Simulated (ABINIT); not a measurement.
GaP (F-43m): least direct gap against volume

The cell of GaP (F-43m) is scaled evenly and the response computed anew at each volume, on one mesh.

Cell: a, b, c = 3.854, 3.854, 3.854 Å (primitive vectors), 2 atoms.

Method: ABINIT 10.8.3, LDA, independent particles, k-mesh 10×10×10, Lorentzian half width 0.04 eV.

Launch of the response step: `optic optic.abi`. The series took 5.2 min in all, its band step included, on 4 threads of Intel(R) Xeon(R) Processor @ 2.70GHz, with other jobs on the host.

```
V/V₀  V (Å³, primitive cell)  least direct gap (eV)
0.94                   38.05                  2.120
0.97                   39.27                  1.855
1.00                   40.48                  1.602
1.03                   41.70                  1.361
1.06                   42.91                      ?
```

For small changes the quantity should be close to linear in ln V.

Working, on the rows shown:

| x = ln(V/V₀) | y = least direct gap |
| --- | --- |
| -0.0618754 | 2.12 |
| -0.0304592 | 1.855 |
| 0 | 1.602 |
| 0.0295588 | 1.361 |

Means: x̄ = -0.015694, ȳ = 1.7345. Σ(x − x̄)(y − ȳ) = -0.03856, Σ(x − x̄)² = 0.004645. Slope = -0.03856 / 0.004645 = -8.302; intercept = ȳ − slope · x̄ = 1.6042. The line misses the rows shown by at most 0.0022 eV.

What does the fit predict for the withheld row, and how well does it do?

At x = 0.058269 the line gives y = 1.1204 eV. The run gave 1.129 eV, so the extrapolation is off by 0.0086 eV, 0.9 % of the range in the table.

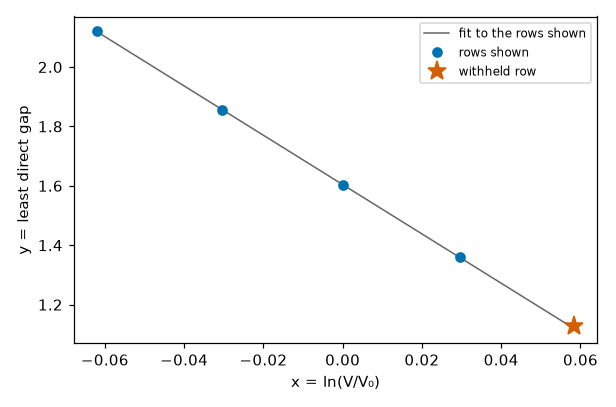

Between the rows on either side of x = 0 the slope is (1.361 − 1.855) / (0.029559 − (-0.030459)) = -8.231. That is a volume deformation potential of -8.2 eV: the least direct gap on this mesh widens by 82 meV for each per cent of compression. LDA gaps are as a rule too small. Spin-orbit coupling is left out.

[Logs are printed without paths, hosts, clocks, repeated set-up lines and the standing remarks that a program may print on its own settings, such as how far it seeks lower states.]
